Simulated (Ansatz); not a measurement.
**AlP (slab): density, localisation and related maps**

```cif
data_structure
_symmetry_space_group_name_H-M 'P 1'
_symmetry_Int_Tables_number 1
_cell_length_a 3.8939
_cell_length_b 5.5068
_cell_length_c 26.6817
_cell_angle_alpha 90.000
_cell_angle_beta 90.000
_cell_angle_gamma 90.000
_cell_volume 572.13
loop_
_atom_site_label
_atom_site_type_symbol
_atom_site_fract_x
_atom_site_fract_y
_atom_site_fract_z
_atom_site_occupancy
Al1 Al 0.50000 0.55940 0.29813 1
P1 P 0.00000 0.76165 0.27431 1
Al2 Al 0.00000 0.98285 0.35083 1
P2 P 0.50000 0.23341 0.35455 1
Al3 Al 0.50000 0.48747 0.42768 1
P3 P 0.00000 0.73978 0.42621 1
Al4 Al 0.00000 0.98521 0.50000 1
P4 P 0.50000 0.23567 0.50000 1
Al5 Al 0.50000 0.48747 0.57232 1
P5 P 0.00000 0.73978 0.57379 1
Al6 Al 0.00000 0.98285 0.64917 1
P6 P 0.50000 0.23341 0.64545 1
Al7 Al 0.50000 0.55940 0.70187 1
P7 P 0.00000 0.76165 0.72569 1
```

Computed with Ansatz 0.2.0, DFT PBE, scalar-relativistic, plane waves, PAW.

In a PAW calculation such maps are meaningful between the atoms, not at the nuclei.

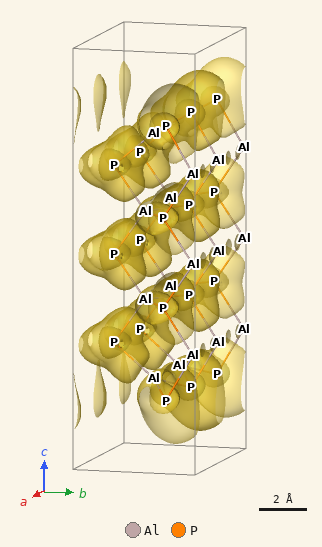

Figure 1. Isosurface of the ELF at 0.7 (yellow), seen slightly off an axis. Core shells and regions of very low density are left out. Sticks mark near contacts.

Q: What do the ELF domains correspond to?

A: The surface consists of seven regions on P in which the atom's valence shell and bonds are merged, counted in one cell of 14 atoms. Counts are for one cell; the picture repeats the cell along the surface. Along the contacts the grid gives the following. Al–P (2.33 Å): the ELF peaks at about 0.90 between the atoms; a shared electron pair. Al–P (2.38 Å): the ELF peaks at about 0.95 between the atoms (a shared electron pair).

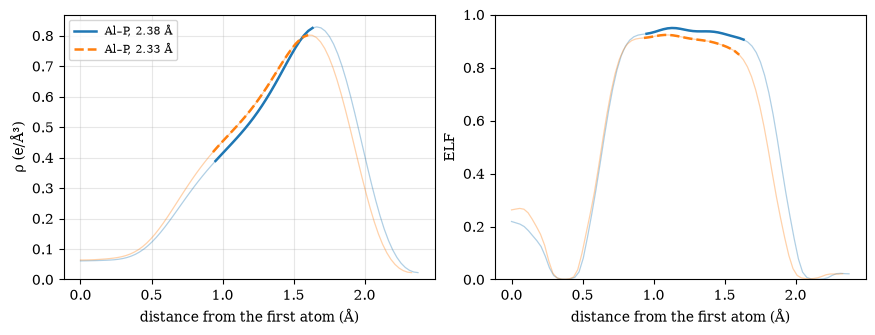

Figure 2. Valence charge density (pseudo) and ELF along straight lines between neighbouring atoms. Thin, pale parts lie inside the atomic spheres.

Q: What can be read from the curves?

A: Al–P (2.38 Å): ρ is about 0.51 e/Å³ halfway; the ELF peaks at about 0.95 between the atoms (a covalent bond).
Al–P (2.33 Å): the density is about 0.54 e/Å³ at the midpoint; the ELF peaks at about 0.90 between the atoms: localised, covalent bonding.

Q: Does the calculation give a band gap?

A: It is gapped, with a Kohn–Sham gap of 1.2 eV on the k-point mesh, an upper bound to the gap of this method.
